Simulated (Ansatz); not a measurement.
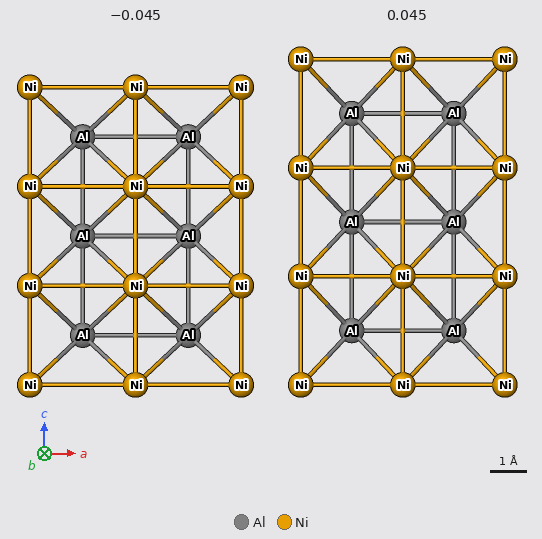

Solid AlNi (set up in Pm-3m), under uniaxial strain along c (a, b relaxed, atoms fixed by symmetry), with energies (extrapolated to zero smearing) counted from the relaxed crystal, which is the row at zero. The picture shows the first and the last member. The picture is a ball-and-stick view of the cell of the calculation, repeated 2 × 1 × 3 with one cell outlined, seen along the b axis.

Computed with Ansatz 0.2.0: DFT PBE, scalar-relativistic, plane waves, PAW. Set-up: plane-wave cutoff 420 eV; k-point mesh 18 × 18 × 18; occupations gaussian; smearing width 0.1 eV; no spin polarisation; force threshold 0.008 eV/Å.

```json
{"strain": "−0.045", "energy (meV/atom)": "9.65", "a (Å)": "2.945", "c (Å)": "2.763"}
{"strain": "−0.03", "energy (meV/atom)": "3.89", "a (Å)": "2.927", "c (Å)": "2.806"}
{"strain": "−0.015", "energy (meV/atom)": "?", "a (Å)": "?", "c (Å)": "?"}
{"strain": "0.0", "energy (meV/atom)": "0.00", "a (Å)": "2.893", "c (Å)": "2.893"}
{"strain": "0.015", "energy (meV/atom)": "0.70", "a (Å)": "2.875", "c (Å)": "2.936"}
{"strain": "0.03", "energy (meV/atom)": "2.69", "a (Å)": "2.858", "c (Å)": "2.980"}
{"strain": "0.045", "energy (meV/atom)": "5.94", "a (Å)": "2.842", "c (Å)": "3.023"}
```

One row is withheld. What does the calculation give there?

A parabola through three neighbouring rows (−0.045, −0.03, 0.0) gives, with Lagrange weights, (−0.3333)(9.65) + (1.0000)(3.89) + (0.3333)(0.00) = 0.67 meV/atom. The calculation gives 0.82 meV/atom (a = 2.911 Å, c = 2.850 Å). The estimate is 0.15 meV/atom too low. From the first member to the last: Ni–Ni 2.763 → 3.023 Å, Al–Al 2.763 → 3.023 Å, Ni–Ni 2.945 → 2.842 Å.

The whole series:

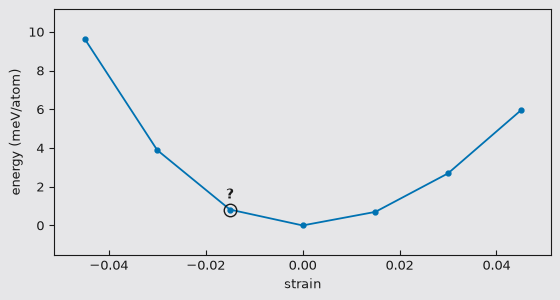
